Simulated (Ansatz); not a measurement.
# Single-point calculation of Ba8Zr8O23H (charge +1)

- system: Ba8Zr8O23H (defect cell, 40 atoms in the cell, total charge +1)
- method: DFT, HSE06, PAW, plane waves (Ansatz 0.2.0)

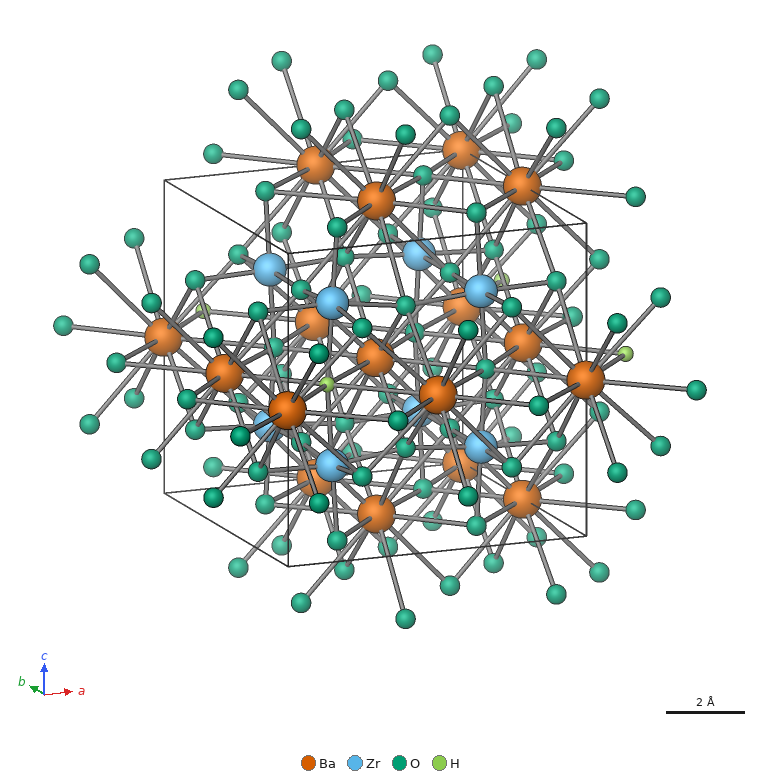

*The input geometry (ball-and-stick view of the cell of the calculation, seen slightly off an axis; bonded neighbours outside the cell are drawn too).*

## Results in brief

- outcome: converged
- electrons treated: 314
- free energy: −94271.0390 eV
- Fermi energy: 11.343 eV
- largest force (length of the vector): 0.069 eV/Å
- hardware: 8 threads of Arm Neoverse-V1, 18 GiB of memory available, shared host
- wall time: 2 min (CPU time 15 min)
- peak memory: 2.6 GiB

The k-point mesh is coarse for a cell of this size, so the results may not be converged.

## The input
```yaml
crystal:
  lattice:
    - [8.361961, 0.000000, 0.000000]
    - [0.000000, 8.361961, 0.000000]
    - [0.000000, 0.000000, 8.361961]
  atoms:
    - { symbol: Ba, position: [0.994604, 0.994921, 0.999406] }
    - { symbol: Ba, position: [0.996918, 0.997058, 0.499327] }
    - { symbol: Ba, position: [0.994848, 0.504787, 0.000025] }
    - { symbol: Ba, position: [0.996851, 0.502979, 0.499586] }
    - { symbol: Ba, position: [0.505967, 0.994376, 0.999974] }
    - { symbol: Ba, position: [0.501984, 0.997386, 0.499652] }
    - { symbol: Ba, position: [0.506522, 0.506126, 0.999767] }
    - { symbol: Ba, position: [0.502313, 0.502957, 0.500446] }
    - { symbol: Zr, position: [0.251161, 0.249726, 0.240826] }
    - { symbol: Zr, position: [0.251462, 0.250008, 0.758776] }
    - { symbol: Zr, position: [0.250057, 0.749986, 0.251277] }
    - { symbol: Zr, position: [0.249983, 0.750267, 0.748363] }
    - { symbol: Zr, position: [0.749664, 0.250114, 0.251230] }
    - { symbol: Zr, position: [0.749966, 0.250053, 0.748299] }
    - { symbol: Zr, position: [0.749977, 0.750140, 0.250214] }
    - { symbol: Zr, position: [0.750045, 0.750203, 0.749325] }
    - { symbol: O, position: [0.267045, 0.246599, 0.999819] }
    - { symbol: O, position: [0.236759, 0.753051, 0.999797] }
    - { symbol: O, position: [0.263864, 0.747136, 0.499858] }
    - { symbol: O, position: [0.736340, 0.252935, 0.999832] }
    - { symbol: O, position: [0.764792, 0.247224, 0.499768] }
    - { symbol: O, position: [0.763297, 0.747204, 0.999805] }
    - { symbol: O, position: [0.737768, 0.753038, 0.499768] }
    - { symbol: O, position: [0.003129, 0.250334, 0.244354] }
    - { symbol: O, position: [0.003066, 0.250171, 0.755092] }
    - { symbol: O, position: [0.000074, 0.749971, 0.261375] }
    - { symbol: O, position: [0.000113, 0.750422, 0.738249] }
    - { symbol: O, position: [0.497468, 0.250429, 0.272856] }
    - { symbol: O, position: [0.497425, 0.250224, 0.726146] }
    - { symbol: O, position: [0.499885, 0.750201, 0.234287] }
    - { symbol: O, position: [0.500049, 0.750241, 0.765148] }
    - { symbol: O, position: [0.249799, 0.002948, 0.262972] }
    - { symbol: O, position: [0.249757, 0.002894, 0.737235] }
    - { symbol: O, position: [0.250112, 0.497328, 0.256351] }
    - { symbol: O, position: [0.249817, 0.497262, 0.743234] }
    - { symbol: O, position: [0.750013, 0.000140, 0.244481] }
    - { symbol: O, position: [0.749893, 0.000292, 0.755319] }
    - { symbol: O, position: [0.749644, 0.500045, 0.250630] }
    - { symbol: O, position: [0.750130, 0.500122, 0.748991] }
    - { symbol: H, position: [0.236341, 0.253126, 0.499828] }
  symmetry: { detect: false }
kpoints:
  mp_grid: { grid: [1, 1, 1], shift: [0.25, 0.25, 0.25] }
hamiltonian:
  xc: hse06
total_charge: 1
scf:
  occupations: { method: fermi_dirac, width: 0.01 }
output:
  forces: true
  eigenvalues: true
  populations: true
  charged_corrections: { epsilon: 40 }
  eigenstates: { kpoints: [[0.25, 0.25, 0.25]], e_range: [-6.0, 6.0], localisation: true }
```

Run as:
```bash
ansatz run in.yaml --threads 8 --pin off --max-ram 17100MiB --runs-dir r --events-out ev --progress --plain
```

## What the program printed
```
Pseudopotentials: kind: paw
Functional definition: HSE06
  parameter a = 0.25
  parameter omega = 0.11/bohr
  exchange = pbe_x - a*pbe_x_sr(omega) + a*exact_x_sr(omega)
  correlation = pbe_c
Crystal: 40 atoms, lattice volume = 584.688 Å³
Basis set: ecut = 420 eV, 11459 PW (Γ), exchange–correlation on 120×120×120 points (8 copies of the dense FFT grid, shifted against one another)
Bands: 197, of which v1, the nominal top of the filled ones, is band 157 counted from 1 (156 counted from 0)
Symmetry: 1 space group operations
k-points: 1
Non-local potential: Ba, projectors of the file, l = 0: 3, l = 1: 2, l = 2: 2, l = 3: 2
Non-local potential: Zr, projectors of the file, l = 0: 3, l = 1: 2, l = 2: 2, l = 3: 2
Non-local potential: O, projectors of the file, l = 0: 2, l = 1: 2, l = 2: 1
Non-local potential: H, projectors of the file, l = 0: 2, l = 1: 1
PAW form: soft (Blöchl's): semilocal exchange-correlation on the pseudo side does not see the compensation charge
PAW frozen core: Ba, regenerated for the run's functional, and the local potential with it (the file was generated under x = pbe(κ = 0.804, μ = 0.2195149727645171), c = pbe(β = 0.06672455060314922))
PAW frozen core: Zr, regenerated for the run's functional, and the local potential with it (the file was generated under x = pbe(κ = 0.804, μ = 0.2195149727645171), c = pbe(β = 0.06672455060314922))
PAW frozen core: O, regenerated for the run's functional, and the local potential with it (the file was generated under x = pbe(κ = 0.804, μ = 0.2195149727645171), c = pbe(β = 0.06672455060314922))
PAW one-centre angular grid: Ba, 194 points (default); XC on 64 Gauss nodes
PAW one-centre angular grid: Zr, 590 points (default); XC on 64 Gauss nodes
PAW one-centre angular grid: O, 110 points (default); XC on 96 Gauss nodes
PAW one-centre angular grid: H, 110 points (default); XC on 64 Gauss nodes
Initial density: superposition of atomic densities (neutral atoms scaled as one to the charged cell's electrons: chi_scale 0, normalization atom), corrected by the library's trained network
Initial wavefunctions: pseudopotential atomic-orbital guess
Functional: x = pbe(κ = 0.804, μ = 0.2195149727645171), c = pbe(β = 0.06672455060314922), warm-up for x = pbe(κ = 0.804, μ = 0.2195149727645171) + 0.25 (exact − pbe) at short range (hse, ω = 0.20786987370883472 Å⁻¹), c = pbe(β = 0.06672455060314922); HSE06 as pw.x's `hse` composes it (authors' and Libxc's form: `xc: wpbeh`)
SCF iter   1: F=—  HF=-94216.182978 eV  |F-HF|=—  |Δ(HF+E_count)|=         —  Δρ=5.24e-3  dr2=1.31e-1  ethr=1.77e-3  ⟨swp⟩=15.0  Hψ=1048  notcnv=0
preconditioner: auto → none  [insulator: Δε(μ)=4.023 eV  Ē_g=16.143 eV  σ=0.010 eV  W_gap=1.00  n_scr=146 (ndim 8)  ℏωp=26.5 eV  f_vac=0.000  D(μ)=0.00/eV (n_scr^D=0)]
iter 2 solved again at ethr=1.35e-6 eV; its pass at ethr=4.18e-5 eV (dr2=4.25e-3 eV) is discarded
SCF iter   2: F=—  HF=-94216.161491 eV  |F-HF|=—  |Δ(HF+E_count)|=   2.15e-2  Δρ=1.10e-3  dr2=4.45e-3  ethr=1.35e-6  ⟨swp⟩=5.0  Hψ=1131  notcnv=0  defer=1
SCF iter   3: F=-94216.162590 eV  HF=-94216.162033 eV  |F-HF|=5.57e-4  |Δ(HF+E_count)|=   5.42e-4  Δρ=4.79e-4  dr2=6.44e-4  ethr=1.35e-6  ⟨swp⟩=6.0  Hψ=514  notcnv=0
SCF 1 stopped early in 3 iterations: F = -94216.162590 eV  dr2 = 6.44e-4
  greatest PAW one-centre occupation: 0.995 electrons in one spin orbital (limit 2), on the Zr atom at site 8 (counted from 0), in its partial waves of l = 0
Initial density: handed on by an earlier stage of this run
Initial wavefunctions: those handed on with the density
Functional: x = pbe(κ = 0.804, μ = 0.2195149727645171) + 0.25 (exact − pbe) at short range (hse, ω = 0.20786987370883472 Å⁻¹), c = pbe(β = 0.06672455060314922); HSE06 as pw.x's `hse` composes it (authors' and Libxc's form: `xc: wpbeh`)
Exchange kernel: α = 0.2500, screened, ω = 0.2079 Å⁻¹, Wigner–Seitz truncation, v(0) = 806.2910 eV·Å³, q-mesh 1×1×1, nearest image of the exchange supercell L = 8.36 Å, pair-density grid 45×45×45, without the augmentation charges, whose exchange is taken in its separable form (sized by the pseudopotential files, 60×60×60 at the most)
Frozen-core exchange: fock
SCF iter   1: F=—  HF=-94271.257023 eV  |F-HF|=—  |Δ(HF+E_count)|=         —  Δρ=1.08e-2  dr2=1.12e0  ethr=2.05e-6  ⟨swp⟩=11.0  Hψ=1157  notcnv=0
preconditioner: auto → none  [insulator: Δε(μ)=5.810 eV  Ē_g=18.498 eV  σ=0.010 eV  W_gap=1.00  n_scr=146 (ndim 8)  ℏωp=26.5 eV  f_vac=0.000  D(μ)=0.00/eV (n_scr^D=0)]
SCF iter   2: F=—  HF=-94270.978154 eV  |F-HF|=—  |Δ(HF+E_count)|=   2.79e-1  Δρ=9.31e-3  dr2=3.75e-1  ethr=2.05e-6  ⟨swp⟩=7.0  Hψ=984  notcnv=0  defer=2
SCF iter   3: F=—  HF=-94270.899877 eV  |F-HF|=—  |Δ(HF+E_count)|=   7.83e-2  Δρ=2.30e-3  dr2=3.83e-2  ethr=2.05e-6  ⟨swp⟩=6.0  Hψ=801  notcnv=0
SCF iter   4: F=—  HF=-94271.045827 eV  |F-HF|=—  |Δ(HF+E_count)|=   1.46e-1  Δρ=1.64e-3  dr2=2.12e-2  ethr=2.05e-6  ⟨swp⟩=5.0  Hψ=712  notcnv=0
SCF iter   5: F=—  HF=-94271.039413 eV  |F-HF|=—  |Δ(HF+E_count)|=   6.41e-3  Δρ=3.43e-4  dr2=6.85e-4  ethr=2.05e-6  ⟨swp⟩=4.0  Hψ=573  notcnv=0
SCF iter   6: F=—  HF=-94271.041016 eV  |F-HF|=—  |Δ(HF+E_count)|=   1.60e-3  Δρ=2.21e-4  dr2=3.17e-4  ethr=1.73e-7  ⟨swp⟩=5.0  Hψ=616  notcnv=0
SCF iter   7: F=-94271.040916 eV  HF=-94271.040941 eV  |F-HF|=2.48e-5  |Δ(HF+E_count)|=   7.49e-5  Δρ=7.36e-5  dr2=3.82e-5  ethr=9.90e-8  ⟨swp⟩=4.0  Hψ=431  notcnv=0
SCF 2 stopped early in 7 iterations: F = -94271.040916 eV  dr2 = 3.82e-5
  Residual-converged pass: ⟨swp⟩=4.0  Hψ=668  notcnv=0  max |occ|·‖R‖ = 5.7e-6 eV (tolerance 6.7e-6 eV)  dr2=4.19e-5  dr2_onsite=1.91e-6  max |Δocc| = 0.0e0
  greatest PAW one-centre occupation: 0.993 electrons in one spin orbital (limit 2), on the Zr atom at site 8 (counted from 0), in its partial waves of l = 0
hybrid outer 1: dexx = +1.638e-1 eV, tail = 2.40e-4 eV
SCF iter   1: F=—  HF=-94271.038962 eV  |F-HF|=—  |Δ(HF+E_count)|=         —  Δρ=3.65e-5  dr2=6.72e-6  ethr=3.82e-7  ⟨swp⟩=7.0  Hψ=481  notcnv=0
preconditioner: auto → none  [insulator: Δε(μ)=5.513 eV  Ē_g=14.142 eV  σ=0.010 eV  W_gap=1.00  n_scr=146 (ndim 8)  ℏωp=23.5 eV  f_vac=0.000  D(μ)=0.00/eV (n_scr^D=0)]
SCF iter   2: F=—  HF=-94271.038969 eV  |F-HF|=—  |Δ(HF+E_count)|=   6.70e-6  Δρ=2.04e-5  dr2=2.03e-6  ethr=1.87e-9  ⟨swp⟩=5.0  Hψ=609  notcnv=0
SCF iter   3: F=—  HF=-94271.038973 eV  |F-HF|=—  |Δ(HF+E_count)|=   4.37e-6  Δρ=1.69e-5  dr2=1.56e-6  ethr=4.66e-10  ⟨swp⟩=6.0  Hψ=549  notcnv=0
SCF iter   4: F=—  HF=-94271.038973 eV  |F-HF|=—  |Δ(HF+E_count)|=   3.48e-7  Δρ=5.61e-6  dr2=2.09e-7  ethr=4.66e-10  ⟨swp⟩=4.0  Hψ=427  notcnv=0
SCF iter   5: F=—  HF=-94271.038973 eV  |F-HF|=—  |Δ(HF+E_count)|=   4.08e-8  Δρ=1.69e-6  dr2=1.07e-8  ethr=5.55e-11  ⟨swp⟩=4.0  Hψ=485  notcnv=0
SCF iter   6: F=—  HF=-94271.038973 eV  |F-HF|=—  |Δ(HF+E_count)|=   6.17e-8  Δρ=1.50e-6  dr2=1.21e-8  ethr=5.68e-12 (applied; sched 2.00e-12)  ⟨swp⟩=7.0  Hψ=621  notcnv=0
SCF iter   7: F=-94271.038973 eV  HF=-94271.038973 eV  |F-HF|=1.09e-9  |Δ(HF+E_count)|=   2.90e-9  Δρ=4.18e-7  dr2=1.56e-9  ethr=3.85e-12 (applied; sched 2.00e-12)  ⟨swp⟩=3.0  Hψ=421  notcnv=0
SCF 3 converged in 7 iterations: F = -94271.038973 eV  dr2 = 1.56e-9
  Residual-converged pass: ⟨swp⟩=3.0  Hψ=455  notcnv=0  max |occ|·‖R‖ = 1.0e-6 eV (tolerance 1.6e-6 eV)  dr2=1.49e-9  dr2_onsite=3.83e-11  max |Δocc| = 0.0e0
```

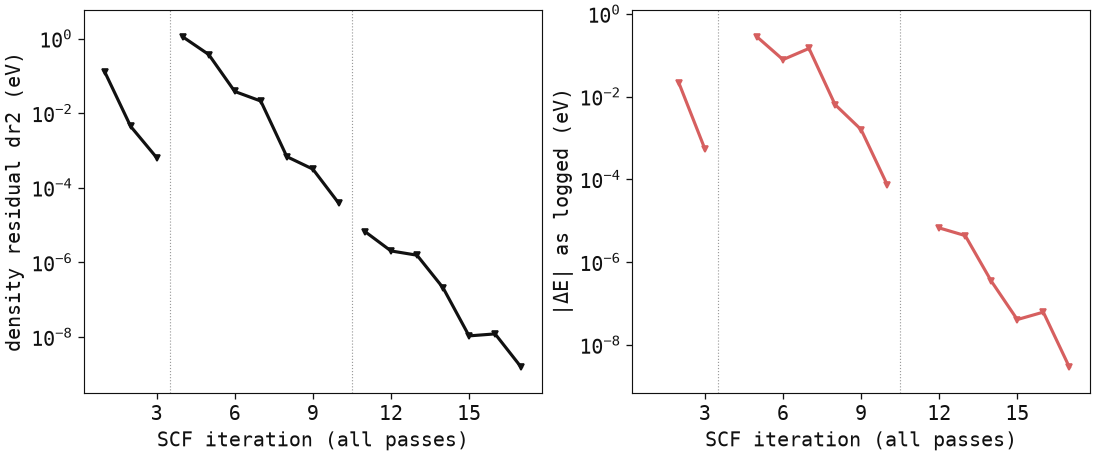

*Convergence of the self-consistent field: density residual dr2 and size of the energy change against the SCF iteration. The run starts with a semilocal functional; after that each stretch between dotted lines is one SCF of the hybrid functional between two exact rebuilds of the exchange operator by the outer loop. Early passes are stopped at a loose threshold.*

The passes take 3, 7 and 7 iterations.

```
hybrid outer 2: dexx = +4.810e-6 eV, tail = 1.99e-8 eV, Δε = 2.38e-3 eV (about 2.75e-5 eV left of the loop's levels), ΔF = 8.99e-3 eV/Å (tail 4.63e-4)
NSCF: frozen V_eff on 1 k-points
hybrid SCF converged: 2 outer / 14 inner (+3 warm-up), last move |dexx| = 4.81e-6 eV, tail = 1.99e-8 eV
Stability not checked: this state was not tested for a lower state beside it, because the functional holds exact exchange (a hybrid, or Hartree-Fock), whose exchange loop this test does not read (fock_operator; see scf.lower_state_search)
Free energy (F): -94271.038973 eV
Harris-Foulkes:  -94271.038973 eV  (|F-HF|=1.09e-9)
Internal energy: -94271.038973 eV  (E = F + TS)
E sigma→0 (E₀):  -94271.038973 eV
Fermi energy:    11.343423 eV
--- Per-component energies (eV) ---
  E_band       = -1320.174321
  E_kinetic    = 8112.199037
  E_local      = -15351.330304  (includes V_loc(G=0)·N_el)
  E_nonlocal   = 2119.719038
  E_hartree    = 5464.947624
  E_xc         = -3512.508317
  E_vxc        = -3852.140814  (∫ρ·V_xc dr)
  E_exx        = -854.901018  (= α·E_x^exact, valence–valence)
  E_paw        = -69123.284621  (= ΣΔE_a)
  E_vpaw       = -1568.768751  (= ΣTr[D̂ρ^β])
  E_aug_tail   = 0.054956  (compensation charges beyond the density's cutoff)
  E_ewald      = -21120.983578
  E_core_change = -4.951789  (= ΣΔE_core)
  E_smearing   = -0.000000  (= −TS)
  E_closure    = -0.000001  (closes the sum)
  E_deformation_potential = 20.601082  (in the stress; not in F)
  Σ components = -94271.038973   (vs F -94271.038973, Δ=0.00e0)
--- Forces (eV/Å), atoms counted from 1 ---
  atom   1  Ba     0.01209097     0.01349235     0.00141383
  atom   2  Ba     0.00010586    -0.00007819     0.00787557
  atom   3  Ba     0.01255168    -0.01086226    -0.00235896
  atom   4  Ba     0.00160238     0.00117010     0.00495113
  atom   5  Ba    -0.00329224     0.00288465    -0.00250539
  atom   6  Ba     0.00561375    -0.00735832     0.00228095
  atom   7  Ba    -0.01693183    -0.01263859     0.00251228
  atom   8  Ba     0.00323759     0.00731140    -0.00732331
  atom   9  Zr     0.01161249     0.00999185    -0.06558570
  atom  10  Zr    -0.00704488    -0.00638821     0.06479295
  atom  11  Zr     0.00347894    -0.00178035     0.01519356
  atom  12  Zr     0.00143255     0.00044479    -0.01637031
  atom  13  Zr     0.00036671     0.00011703     0.01113741
  atom  14  Zr     0.00384794    -0.00115907    -0.01294219
  atom  15  Zr    -0.00186527    -0.00112598    -0.00402872
  atom  16  Zr     0.00122003     0.00138396     0.00492448
  atom  17  O     -0.03740226     0.00706732    -0.00094092
  atom  18  O      0.02523270    -0.00340233     0.00146736
  atom  19  O     -0.02670896     0.00353554    -0.00057111
  atom  20  O      0.02114665    -0.00134231    -0.00253077
  atom  21  O     -0.02408835     0.00220200     0.00032170
  atom  22  O     -0.02858896     0.00483291     0.00071541
  atom  23  O      0.02626343    -0.00537015     0.00054961
  atom  24  O      0.03889532    -0.00097214     0.00079058
  atom  25  O      0.04548144    -0.00002905     0.00135201
  atom  26  O      0.00512935     0.00195368    -0.02092727
  atom  27  O      0.00278151    -0.00115391     0.01948626
  atom  28  O     -0.04103253    -0.00613202    -0.05181448
  atom  29  O     -0.03969553     0.00029322     0.05696977
  atom  30  O     -0.00236683     0.00167927     0.03659017
  atom  31  O     -0.00586313    -0.00094928    -0.03534901
  atom  32  O      0.00071558     0.04311655    -0.03909629
  atom  33  O      0.00298067     0.04752456     0.03351349
  atom  34  O     -0.00290062    -0.04643202    -0.02299730
  atom  35  O      0.00243491    -0.04220092     0.02207200
  atom  36  O     -0.00064129     0.00916558     0.01703595
  atom  37  O      0.00084506     0.00540169    -0.01880913
  atom  38  O      0.00319025    -0.00455622     0.00162021
  atom  39  O     -0.00310293    -0.00734448    -0.00262803
  atom  40  H      0.00921388    -0.00227044    -0.00077739
  max |Σ_I F_I| component: 5.40e-5 eV/Å
--- Charged-cell corrections in eV (Makov–Payne, q = +1.000 e, ε = 40.000) ---
  F (periodic)     = -94271.038973  (uncorrected; the corrections below are reported, never added to it)
  E_corr1          = +0.061074  (monopole, q²α_M/2εL)
  F Makov-Payne    = -94270.977899  (F + E_corr1; no measured alignment; for a localised charge, not one spread in a band: unchecked)
--- Band table (eV) ---
  k-point 0: bands = ["-41.2162", "-41.2124", "-41.0161", "-41.0142", "-41.0127", "-41.0107", "-40.9454", "-40.9420", "-18.3483", "-18.2328", "-18.2264", "-18.1977", "-18.1907", "-18.1166", "-18.1043", "-18.0803", "-18.0766", "-18.0732", "-18.0559", "-18.0414", "-18.0312", "-17.9349", "-17.8904", "-17.8863", "-17.8790", "-17.8700", "-17.8484", "-17.8353", "-17.8268", "-17.8200", "-17.8131", "-17.8061", "-17.5569", "-17.5505", "-17.5302", "-17.5248", "-17.4612", "-17.4482", "-17.3964", "-17.3794",
      "-9.1434", "-9.0829", "-9.0596", "-9.0463", "-8.9354", "-8.8717", "-8.8631", "-8.7773", "-8.7338", "-8.7163", "-8.7059", "-8.6704", "-8.1052", "-8.0710", "-8.0598", "-8.0581", "-8.0477", "-8.0249", "-8.0043", "-7.9845", "-7.9748", "-7.9711", "-7.9306", "-2.1949", "-2.1773", "-2.0211", "-1.9652", "-1.9022", "-1.8809", "-1.8715", "-1.8526", "-1.8444", "-1.8085", "-1.7817", "-1.7680", "-1.7468", "-1.7293", "-1.7152", "-1.6910", "-1.6622",
      "-1.6012", "-1.5864", "-1.5687", "-1.5513", "-1.5407", "-1.5057", "-1.4919", "4.9377", "5.0804", "5.0928", "5.1120", "5.1257", "5.1432", "5.1669", "5.1776", "5.1823", "5.1945", "5.2125", "5.2671", "5.3125", "5.3433", "5.3870", "5.8055", "5.9462", "6.0126", "6.1471", "6.2008", "6.2671", "6.3214", "6.3557", "6.4026", "6.4568", "6.4880", "6.5005", "6.5605", "6.5634", "6.6104", "6.6396", "6.6693", "6.7629",
      "6.7907", "6.7946", "6.8290", "6.8709", "6.9490", "6.9807", "7.0939", "7.1446", "7.2411", "7.3360", "7.3759", "7.4831", "7.5393", "7.6414", "7.6921", "7.7079", "7.7609", "7.7984", "7.8056", "7.8170", "7.8361", "7.8674", "7.8765", "7.8936", "7.9127", "7.9459", "7.9531", "7.9818", "8.0111", "8.1203", "8.1534", "8.2993", "8.4752", "8.4972", "8.5255", "8.5820", "8.5835", "14.0973", "14.1368", "14.2533",
      "14.4104", "14.4275", "14.5080", "15.0354", "15.0958", "15.6088", "15.6759", "15.7566", "15.7889", "15.8429", "15.8723", "15.9084", "15.9268", "15.9414", "15.9571", "15.9926", "16.0141", "16.2864", "16.3951", "16.4535", "16.5449", "16.5702", "16.5873", "16.6413", "16.8764", "16.9359", "17.1444", "17.2589", "17.2779", "17.3284", "17.3990", "17.4871", "17.5278", "17.6099", "17.6506", "17.7137", "17.9275"]
--- Löwdin populations: 40 sites ---
  site symbol       q [e]
     0     Ba      8.1888
     1     Ba      8.1977
     2     Ba      8.1896
     3     Ba      8.2011
     4     Ba      8.1891
     5     Ba      8.1979
     6     Ba      8.1883
     7     Ba      8.1959
     8     Zr     10.6603
     9     Zr     10.6604
    10     Zr     10.5959
    11     Zr     10.5959
    12     Zr     10.5961
    13     Zr     10.5960
    14     Zr     10.6207
    15     Zr     10.6205
    16      O      6.8326
    17      O      6.9400
    18      O      6.9153
    19      O      6.9403
    20      O      6.9159
    21      O      6.9437
    22      O      6.9308
    23      O      6.9234
    24      O      6.9206
    25      O      6.9319
    26      O      6.9310
    27      O      6.9226
    28      O      6.9255
    29      O      6.9348
    30      O      6.9354
    31      O      6.9221
    32      O      6.9192
    33      O      6.9180
    34      O      6.9205
    35      O      6.9306
    36      O      6.9299
    37      O      6.9298
    38      O      6.9304
    39      H      1.4534
  spilling = 0.008944 (of n_electrons = 314.000000)
```
